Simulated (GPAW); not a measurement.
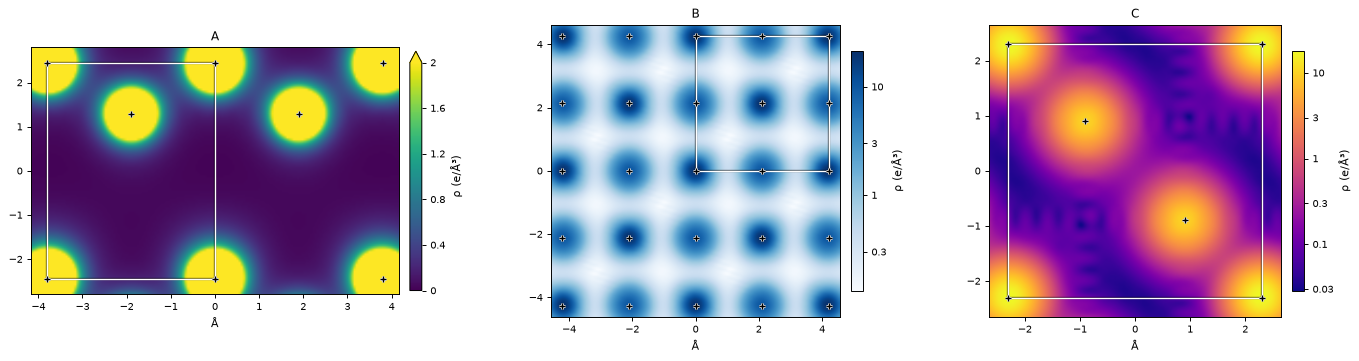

The valence pseudo-density of 3 systems, each on a plane through atoms (crosses mark nuclei in the plane).

Level of theory: Kohn-Sham DFT of a periodic cell, PBE, GPAW PAW data sets (gpaw-data 1.2.1) (GPAW).

System 1: CoO, the (11̄0) plane of the conventional cell. Space group I4/mmm; spin-polarised.

```cif
data_structure
_symmetry_space_group_name_H-M 'P 1'
_symmetry_Int_Tables_number 1
_cell_length_a 3.0160
_cell_length_b 3.0160
_cell_length_c 4.2145
_cell_angle_alpha 90.000
_cell_angle_beta 90.000
_cell_angle_gamma 90.000
_cell_volume 38.34
loop_
_atom_site_label
_atom_site_type_symbol
_atom_site_fract_x
_atom_site_fract_y
_atom_site_fract_z
_atom_site_occupancy
Co1 Co 0.00000 0.00000 0.00000 1
Co2 Co 0.50000 0.50000 0.50000 1
O1 O 0.00000 0.00000 0.50000 1
O2 O 0.50000 0.50000 0.00000 1
```

System 2: SnO, the (100) plane of the conventional cell. Space group P4/nmm; a structure from a database of computed crystals, not necessarily the ambient phase; not relaxed (largest force 0.3 eV/Å); computed pressure about 3 GPa in this cell.

```cif
data_structure
_symmetry_space_group_name_H-M 'P 1'
_symmetry_Int_Tables_number 1
_cell_length_a 3.8137
_cell_length_b 3.8137
_cell_length_c 4.8869
_cell_angle_alpha 90.000
_cell_angle_beta 90.000
_cell_angle_gamma 90.000
_cell_volume 71.08
loop_
_atom_site_label
_atom_site_type_symbol
_atom_site_fract_x
_atom_site_fract_y
_atom_site_fract_z
_atom_site_occupancy
Sn1 Sn 0.50000 0.00000 0.76463 1
Sn2 Sn 0.00000 0.50000 0.23537 1
O1 O 0.00000 0.00000 0.00000 1
O2 O 0.50000 0.50000 0.00000 1
```

System 3: TiO2, the (001) plane of the conventional cell. Space group P4₂/mnm; a structure from a database of computed crystals, not necessarily the ambient phase; computed pressure about 5 GPa in this cell.

```
Ti O
1.0
     4.59984    0.00000    0.00000
     0.00000    4.59984    0.00000
     0.00000    0.00000    2.95921
Ti O
2 4
Cartesian
  0.0000 0.0000 1.4796
  2.2999 2.2999 0.0000
  1.3998 1.3998 1.4796
  0.9001 3.6997 0.0000
  3.6997 0.9001 0.0000
  3.2000 3.2000 1.4796
```

Question: Match each panel to its system.

Answer: Panel A is system 2, SnO: the plane holds Sn and O. Sn–O (2.23 Å): ρ is about 0.48 e/Å³ halfway. Panel B is system 1, CoO: the plane holds Co and O. Co–O (2.11 Å): ρ at the midpoint is about 0.44 e/Å³. Panel C is system 3, TiO2: the plane holds Ti and O. Ti–O (1.98 Å): the density is about 0.68 e/Å³ at the midpoint.
